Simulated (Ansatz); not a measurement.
**W: geometry relaxation (part 2 of 2)**

W (slab, 4 atoms in the cell); DFT PBEsol, scalar-relativistic, plane waves, PAW, PAW set soft_1, no spin polarisation (Ansatz 0.2.0); cutoff 420 eV, 9×9×1 k-mesh, Gaussian smearing of 0.1 eV. The structure derives from an entry of the Crystallography Open Database. The input holds or restrains some coordinates. Forces given for the steps count only the free coordinates.

Geometry of the input (Å; fractional positions):
```
3.1545  0.0000  0.0000
0.0000  3.1545  0.0000
0.0000  0.0000  18.7318
W  0.5000  0.5000  0.3737
W  0.0000  0.0000  0.4579
W  0.5000  0.5000  0.5421
W  0.0000  0.0000  0.6263
```

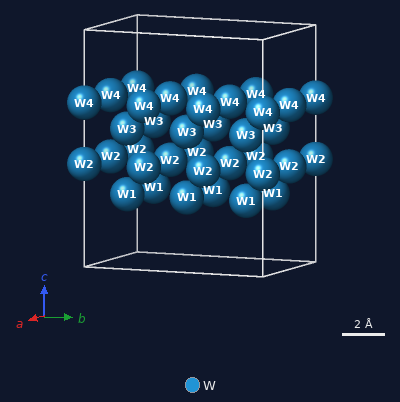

The geometry at step 3 of the log (spheres-only view of the 2 × 3 repeat of the cell, with the vacuum cut short, seen slightly off an axis; atoms are numbered from 1 in the order of the input).

## Output, continued
```
SCF iter   1: F=—  HF=-41024.692077 eV  |F-HF|=—  |Δ(HF+E_count)|=         —  Δρ=1.17e-3  dr2=1.92e-2  ethr=2.20e-4  p=0.004 e·Å  D=4.18e-3 V/Å  ΔV_dip=-0.08 eV  dr2_dipole=6.10e-3  V_vac-E_F(+/−)=4.22/4.29 eV  ⟨swp⟩=2.0  Hψ=830  notcnv=0  defer=1
efield: sawtooth ramp at fractional position 0.9800 (handed on by an earlier solve), width 0.0400; the density the first Hamiltonian is built on has a dipole p = 0.004 e·Å; the dipole correction subtracts the counter field D = 4.18e-3 V/Å, which shifts the + side's vacuum level by -0.08 eV against the − side's; the planar-averaged density in the ramp window peaks in size at 3.6e-6 e/Å³
preconditioner: auto → LDOS  [metal: Δε(μ)=0.053 eV  Ē_g=4.193 eV  σ=0.100 eV  W_gap=0.29  n_scr=40 (ndim 8)  ℏωp=13.3 eV  f_vac=0.547  D(μ)=6.79/eV (n_scr^D=50)  β→1.0]
SCF iter   2: F=—  HF=-41024.691518 eV  |F-HF|=—  |Δ(HF+E_count)|=   5.59e-4  Δρ=4.02e-4  dr2=1.26e-3  ethr=3.44e-5  p=0.006 e·Å  D=5.42e-3 V/Å  ΔV_dip=-0.10 eV  dr2_dipole=9.76e-6  V_vac-E_F(+/−)=4.19/4.30 eV  ⟨swp⟩=1.1  Hψ=631  notcnv=0  defer=1
SCF iter   3: F=—  HF=-41024.691442 eV  |F-HF|=—  |Δ(HF+E_count)|=   7.60e-5  Δρ=2.16e-4  dr2=5.25e-4  ethr=2.26e-6  p=0.004 e·Å  D=4.31e-3 V/Å  ΔV_dip=-0.08 eV  dr2_dipole=9.37e-5  V_vac-E_F(+/−)=4.22/4.30 eV  ⟨swp⟩=3.2  Hψ=1052  notcnv=0  defer=1
SCF iter   4: F=—  HF=-41024.691401 eV  |F-HF|=—  |Δ(HF+E_count)|=   4.12e-5  Δρ=4.20e-5  dr2=1.48e-5  ethr=9.38e-7  p=0.005 e·Å  D=4.51e-3 V/Å  ΔV_dip=-0.08 eV  dr2_dipole=3.51e-6  V_vac-E_F(+/−)=4.21/4.30 eV  ⟨swp⟩=2.6  Hψ=720  notcnv=0  defer=1
SCF iter   5: F=—  HF=-41024.691368 eV  |F-HF|=—  |Δ(HF+E_count)|=   3.31e-5  Δρ=1.12e-5  dr2=7.19e-7  ethr=2.64e-8  p=0.005 e·Å  D=4.51e-3 V/Å  ΔV_dip=-0.08 eV  dr2_dipole=1.05e-7  V_vac-E_F(+/−)=4.21/4.30 eV  ⟨swp⟩=2.1  Hψ=691  notcnv=0  defer=1
SCF iter   6: F=-41024.691368 eV  HF=-41024.691368 eV  |F-HF|=3.30e-8  |Δ(HF+E_count)|=   2.06e-7  Δρ=4.06e-6  dr2=8.75e-8  ethr=1.79e-10  p=0.005 e·Å  D=4.48e-3 V/Å  ΔV_dip=-0.08 eV  dr2_dipole=1.65e-8  V_vac-E_F(+/−)=4.21/4.30 eV  ⟨swp⟩=10.1  Hψ=2474  notcnv=0
SCF 5 converged in 6 iterations: F = -41024.691368 eV  dr2 = 8.75e-8
relax step   5: F+E_penalty+E_count = -41024.69136773 eV  Δ(F+E_penalty+E_count) = -4.709e-4 eV  max|allowed force component| = 8.172e-3 eV/Å  Δτ_max = 0.0111 Å  (6 SCF iters, accepted)
```

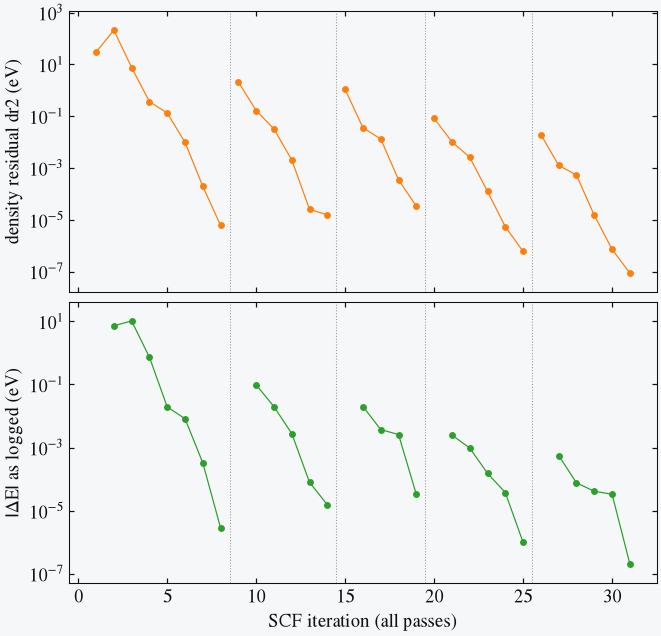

Convergence of the self-consistent field: density residual dr2 and size of the energy change against the SCF iteration. The dotted lines part the SCF passes of the relaxation: geometry steps, rejected trials and re-solves on a re-selected basis. The 5 passes take 5 to 8 iterations each, 31 in all.

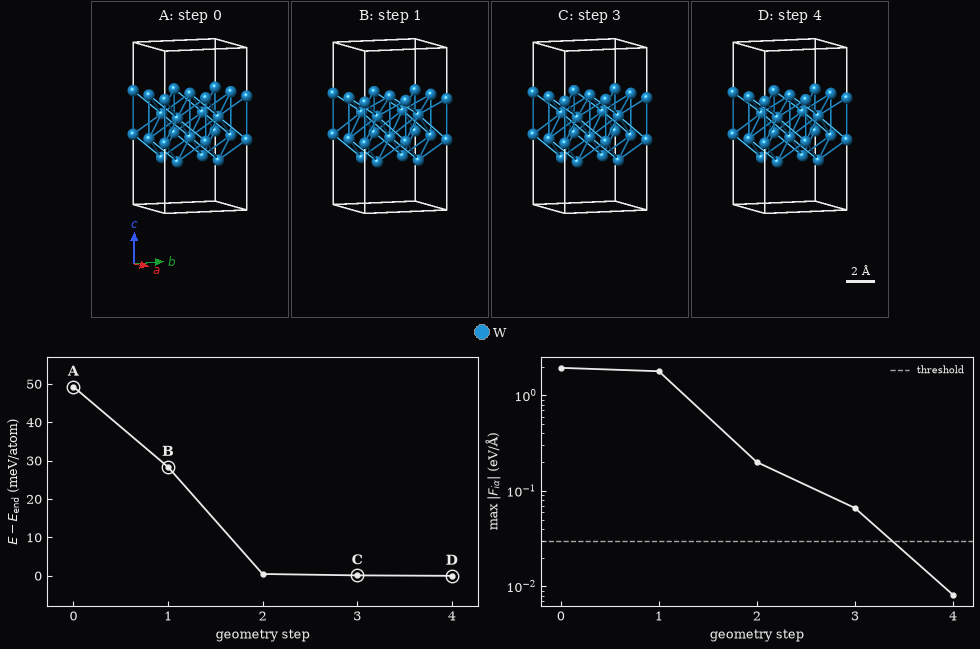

Frames of the restrained relaxation (ball-and-stick view of the 2 × 2 repeat of the cell, with the vacuum cut short, seen slightly off an axis) above the curves, on which the letters mark them (the first geometry is step 0 here and step 1 in the log).

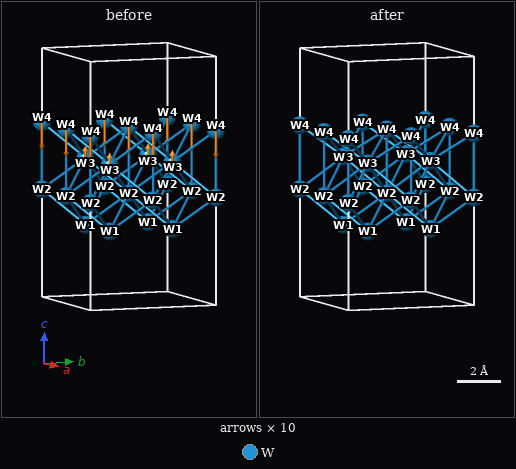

Before (left) and after (right) the restrained relaxation, at one scale (ball-and-stick view of the 2 × 2 repeat of the cell, with the vacuum cut short, seen slightly off an axis). The orange arrows give the displacements, magnified 10 times. The atom that moves furthest is W4 (0.13 Å). The cell doesn't change. Distances before and after: W2–W4 3.155 → 3.020 Å, W3–W4 2.732 → 2.626 Å, W2–W3 2.732 → 2.766 Å. Among the angles that change: W3–W4–W3 109.5° → 116.3°, W2–W4–W3 54.7° → 58.2°, W3–W4–W3 70.5° → 73.8°. Over 4 geometry steps the energy falls by 49.3 meV per atom. The largest force component goes from 1.9 to 0.0082 eV/Å. (Atoms are counted from 1 in the order of the input.)

```
SCF converged after 6 iterations
Free energy (F): -41024.691368 eV
Harris-Foulkes:  -41024.691368 eV  (|F-HF|=3.30e-8)
Internal energy: -41024.658241 eV  (E = F + TS)
E sigma→0 (E₀):  -41024.674804 eV
Entropy (-TS):   -0.033127 eV (-8.282 meV/atom)
Fermi energy:    4.787201 eV
Dipole field:    D = 0.004663 V/Å  (p = 0.004803 e·Å, saw-weighted, corrected)
Work function:   Φ+ = 4.2108 eV   Φ− = 4.2982 eV
Levels:          The Fermi level and band energies are counted from a zero that moves with the ramp; work functions are not
--- Per-component energies (eV) ---
  E_band       = -1293.800699
  E_kinetic    = 1681.378001
  E_local      = -42548.408045  (includes V_loc(G=0)·N_el)
  E_nonlocal   = -88.323401
  E_hartree    = 20618.011753
  E_xc         = -1057.255956
  E_vxc        = -916.111597  (∫ρ·V_xc dr)
  E_paw        = -33805.204147  (= ΣΔE_a)
  E_vpaw       = -658.360086  (= ΣTr[D̂ρ^β])
  E_aug_tail   = 0.000605  (compensation charges beyond the density's cutoff)
  E_efield     = 0.000011  (sawtooth field / dipole correction)
  E_vefield    = 0.005025  (∫n·V_field dr)
  E_ewald      = 14174.255506
  E_core_change = 0.887431  (= ΣΔE_core)
  E_smearing   = -0.033127  (= −TS)
  E_closure    = 0.000000  (closes the sum)
  Σ components = -41024.691368   (vs F -41024.691368, Δ=0.00e0)
--- Forces (eV/Å), atoms counted from 1 ---
  atom   1  W     -0.00000000     0.00000000     1.89922248
  atom   2  W      0.00000000     0.00000000    -1.90560458
  atom   3  W      0.00000000     0.00000000     0.00817151
  atom   4  W     -0.00000000     0.00000000    -0.00206898
  max |Σ_I F_I| component: 2.80e-4 eV/Å
--- Band table (eV; the first three rows and the last of 15) ---
  k-point 0: bands = ["-68.9938", "-68.8993", "-68.8361", "-68.6719", "-33.4631", "-33.3954", "-33.3954", "-33.3545", "-33.1427", "-33.1427", "-33.0919", "-32.7689", "-32.7689", "-32.6680", "-32.4904", "-32.4904", "-3.5986", "-1.1960", "-0.4078", "0.0888", "0.8827", "1.2751", "3.9905", "3.9905", "4.0955", "4.1486", "4.4256", "4.6334", "4.6334", "4.7064", "5.6629", "6.0278", "6.0278", "6.4870"]
  k-point 1: bands = ["-68.9881", "-68.8959", "-68.8357", "-68.6771", "-33.5226", "-33.4330", "-33.3687", "-33.3179", "-33.2547", "-33.1286", "-32.9654", "-32.8422", "-32.7784", "-32.6304", "-32.5144", "-32.5052", "-3.3243", "-1.0236", "-0.2209", "0.2725", "0.8470", "1.4896", "3.4926", "3.5135", "3.8546", "4.1789", "4.4403", "4.7487", "4.8075", "5.1044", "5.1931", "6.2694", "6.5785", "6.7682"]
  k-point 2: bands = ["-68.9724", "-68.8896", "-68.8316", "-68.6924", "-33.6305", "-33.5301", "-33.3508", "-33.2928", "-33.2731", "-33.0887", "-32.9197", "-32.8645", "-32.8068", "-32.6375", "-32.5835", "-32.5075", "-2.5723", "-0.6815", "0.1553", "0.5981", "0.8427", "2.3831", "2.8449", "3.1831", "3.2729", "3.9942", "4.2388", "4.6975", "4.8561", "5.4374", "5.7554", "6.1303", "6.6431", "7.1969"]
  k-point 14: bands = ["-68.9179", "-68.8935", "-68.7808", "-68.7371", "-33.7691", "-33.7578", "-33.4628", "-33.4205", "-33.2312", "-33.1763", "-33.0393", "-32.9872", "-32.8900", "-32.8437", "-32.5330", "-32.5234", "-0.2131", "-0.0916", "1.4821", "1.6483", "2.0003", "2.2860", "2.3765", "2.4369", "3.3226", "3.4378", "5.9922", "6.2083", "6.6863", "6.6961", "6.7840", "7.0802", "7.6770", "7.9305"]
--- Relaxed structure (5 steps of the walk, 5 accepted, 0 SCFs on fresh bases) ---
  F+E_penalty+E_count = -41024.69136773 eV   max|allowed force component| = 8.172e-3 eV/Å
  atoms:
    - { symbol: W, position: [0.5, 0.5, 0.37369602380000005] }
    - { symbol: W, position: [0.0, 0.0, 0.4578986746] }
    - { symbol: W, position: [0.5, 0.5, 0.5451732043965056] }
    - { symbol: W, position: [2.2894777673697683e-35, 0.0, 0.6191411241576787] }
```

## Trajectory as extended XYZ (Å, eV, eV/Å), 5 frames, from step=1 to step=5
```
4
Lattice="3.1545 0.0000 0.0000 0.0000 3.1545 0.0000 0.0000 0.0000 18.7318" Properties=species:S:1:pos:R:3:forces:R:3 step=1 energy=-41024.49429
W     1.5773    1.5773    7.0000    0.0000   0.0000   1.8415
W     0.0000    0.0000    8.5773    0.0000   0.0000  -1.9438
W     1.5773    1.5773   10.1545    0.0000   0.0000   1.9444
W     0.0000    0.0000   11.7318    0.0000   0.0000  -1.8410
4
Lattice="3.1545 0.0000 0.0000 0.0000 3.1545 0.0000 0.0000 0.0000 18.7318" Properties=species:S:1:pos:R:3:forces:R:3 step=2 energy=-41024.57788
W     1.5773    1.5773    7.0000    0.0000   0.0000   2.3227
W     0.0000    0.0000    8.5773    0.0000   0.0000  -2.0673
W     1.5773    1.5773   10.2862    0.0000   0.0000  -1.7909
W     0.0000    0.0000   11.5371    0.0000   0.0000   1.5390
4
Lattice="3.1545 0.0000 0.0000 0.0000 3.1545 0.0000 0.0000 0.0000 18.7318" Properties=species:S:1:pos:R:3:forces:R:3 step=3 energy=-41024.68945
W     1.5773    1.5773    7.0000    0.0000   0.0000   1.8767
W     0.0000    0.0000    8.5773    0.0000   0.0000  -2.0146
W     1.5773    1.5773   10.2049    0.0000   0.0000  -0.0674
W     0.0000    0.0000   11.5767    0.0000   0.0000   0.2002
4
Lattice="3.1545 0.0000 0.0000 0.0000 3.1545 0.0000 0.0000 0.0000 18.7318" Properties=species:S:1:pos:R:3:forces:R:3 step=4 energy=-41024.69090
W     1.5773    1.5773    7.0000    0.0000   0.0000   1.9302
W     0.0000    0.0000    8.5773    0.0000   0.0000  -1.8336
W     1.5773    1.5773   10.2203    0.0000   0.0000  -0.0297
W     0.0000    0.0000   11.6087    0.0000   0.0000  -0.0663
4
Lattice="3.1545 0.0000 0.0000 0.0000 3.1545 0.0000 0.0000 0.0000 18.7318" Properties=species:S:1:pos:R:3:forces:R:3 step=5 energy=-41024.69137
W     1.5773    1.5773    7.0000    0.0000   0.0000   1.8992
W     0.0000    0.0000    8.5773    0.0000   0.0000  -1.9056
W     1.5773    1.5773   10.2121    0.0000   0.0000   0.0082
W     0.0000    0.0000   11.5976    0.0000   0.0000  -0.0021
```

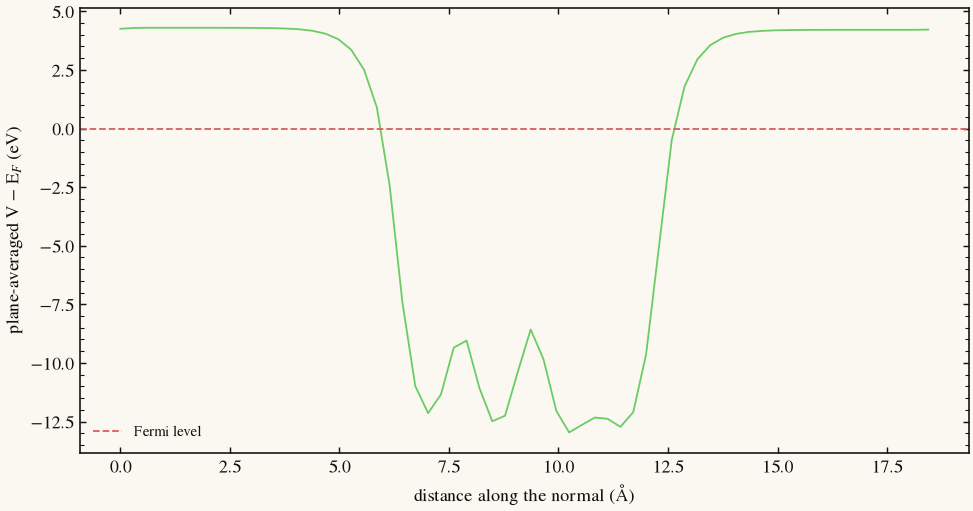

Plane average of the electrostatic potential energy of an electron across the cell, from the Fermi level. The vacuum level lies 4.21 eV above the Fermi level on the upper side and 4.30 eV on the lower.

## Results in brief

```tsv
quantity	value
outcome	converged under the restraints of the input
electrons treated	56
free energy	−41024.6914 eV
work function, top face	4.21 eV
work function, bottom face	4.30 eV
Fermi energy	4.787 eV
gap on the k-point mesh	none (metallic)
final volume	186.40 Å³
work function (upper face)	4.21 eV
largest force (length of the vector) at the end, held atoms and coordinates included	1.906 eV/Å
hardware	1 thread of Arm Neoverse V1, 24 GiB of memory available, shared host
wall time	46 s
peak memory	0.39 GiB
```

## Remarks

The program warns: the PAW datasets were made with another functional. Spin–orbit coupling is left out, which matters for W.
